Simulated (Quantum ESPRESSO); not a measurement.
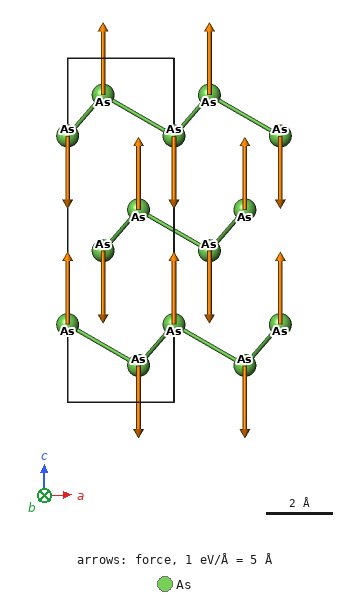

Starting geometry of solid As (set up in R-3m) with the computed forces as orange arrows. Style: ball-and-stick. Shown: the conventional cell (3 times the calculation's cell), repeated 2 × 1 × 1 with one cell outlined, along the b axis. Lengths and directions refer to the drawn axes.

The run lets cell and atoms move.

All numbers below come from Quantum ESPRESSO, Kohn-Sham DFT of a periodic cell, PBEsol, GBRV 1.5 PBEsol.

The input:
```
&CONTROL
  calculation = 'vc-relax'
  prefix = 'pwscf'
  outdir = './tmp'
  pseudo_dir = './pseudo'
  tprnfor = .true.
  tstress = .true.
  disk_io = 'low'
  nstep = 40
  forc_conv_thr = 0.0004
  etot_conv_thr = 1d-05
/
&SYSTEM
  ibrav = 0
  celldm(1) = 8
  nat = 2
  ntyp = 1
  ecutwfc = 45
  ecutrho = 360
  nbnd = 10
  occupations = 'smearing'
  smearing = 'fd'
  degauss = 0.00367493
/
&ELECTRONS
  conv_thr = 4d-10
  electron_maxstep = 120
  mixing_beta = 0.5
/
&IONS
  ion_dynamics = 'bfgs'
/
&CELL
  cell_dynamics = 'bfgs'
  press = 0
  press_conv_thr = 0.3
/
ATOMIC_SPECIES
As    74.9216 as_pbesol_v1.uspp.F.UPF
CELL_PARAMETERS alat
  0.4442738793236   0.2565016438083   0.8300768443201
 -0.4442738793236   0.2565016438083   0.8300768443201
  0.0000000000000  -0.5130032876402   0.8300768443201
ATOMIC_POSITIONS crystal
As     0.2260000000    0.2260000000    0.2260000000
As     0.7740000000    0.7740000000    0.7740000000
K_POINTS automatic
9 9 9 0 0 0
```

Run as
```bash
OMP_NUM_THREADS=1 mpirun -n 2 pw.x -nk 2 -in pw.in > pw.out
```

> What follows when this structure is relaxed?

It isn't relaxed: the largest force vector, on As atoms, is 0.45 eV/Å. The atoms end up moving mostly along the starting forces (cosine between the two patterns 1.00). After 11 geometry steps the energy has fallen by 21.6 meV per cell of the calculation. The largest force component goes from 0.45 to 0.001 eV/Å. Pressure: 0.75 GPa at the start and 0.00 GPa at the end. The largest moves relative to the cell, 0.043 Å, are those of As atoms. The volume changes by −2.7 %, with a = b 3.762 → 3.791 Å (+0.8 %), c 10.542 → 10.097 Å (−4.2 %). Some distances before and after: As–As 2.506 → 2.538 Å. The space group stays R-3m (No. 166).
